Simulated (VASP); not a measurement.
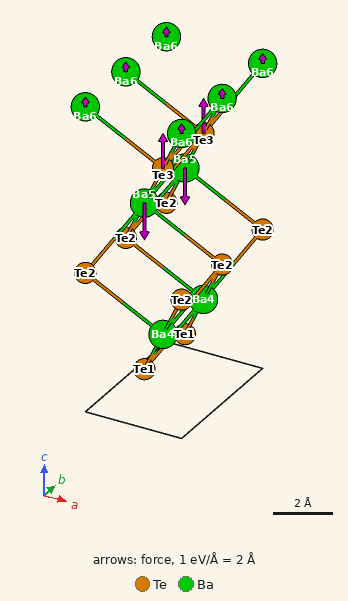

Starting geometry of a slab of composition BaTe with the computed forces as purple arrows. Style: ball-and-stick. Shown: the 1 × 2 repeat of the cell, outlined in the plane, without the vacuum, slightly off an axis.

The run lets the atoms move in a fixed cell. 3 atoms are held fixed.

Level of theory: Kohn-Sham DFT of a periodic cell, PBE, VASP PAW PBE potentials, materialsproject (VASP).

Input file:
```
  ALGO = Normal
  DIPOL = 0.5 0.5 0.500
  EDIFF = 1E-7
  EDIFFG = -0.01
  ENCUT = 600
  GGA = PE
  IBRION = 2
  IDIPOL = 3
  ISIF = 2
  ISMEAR = -1
  LASPH = T
  LCHARG = F
  LDIPOL = T
  LREAL = F
  LWAVE = F
  NELM = 100
  NSW = 60
  PREC = Accurate
  SIGMA = 0.05
```

Run as
```bash
cat potpaw_PBE.64/Te/POTCAR potpaw_PBE.64/Ba_sv/POTCAR > POTCAR
mpirun -np 1 vasp_std > vasp.out
```

Q: What follows when this structure is relaxed?

A: It isn't relaxed: the largest force vector, on Ba5, is 0.67 eV/Å. The final displacements follow the starting forces only in part (cosine between the two patterns 0.59). Over 12 geometry steps the energy falls by 0.140 eV per cell of the calculation. The largest force component goes from 0.67 to 0.84 eV/Å. Te3 moves most: 0.38 Å along the normal (+c). By element the largest moves are Te 0.38 Å, Ba 0.37 Å. The cell stays as it was. Some distances before and after: Te3–Ba5 3.410 → 3.631 Å, Te2–Ba5 3.410 → 3.423 Å, Te3–Ba6 3.410 → 3.403 Å. Among the angles between lasting bonds that change: Ba5–Te3–Ba5 90.0° → 83.2°, Te3–Ba5–Te3 90.0° → 83.2°, Ba5–Te3–Ba6 180.0° → 175.2°. It ran on 1 thread of Intel(R) Xeon(R) Platinum 8375C CPU @ 2.90GHz (Ice Lake), with other jobs on the host.
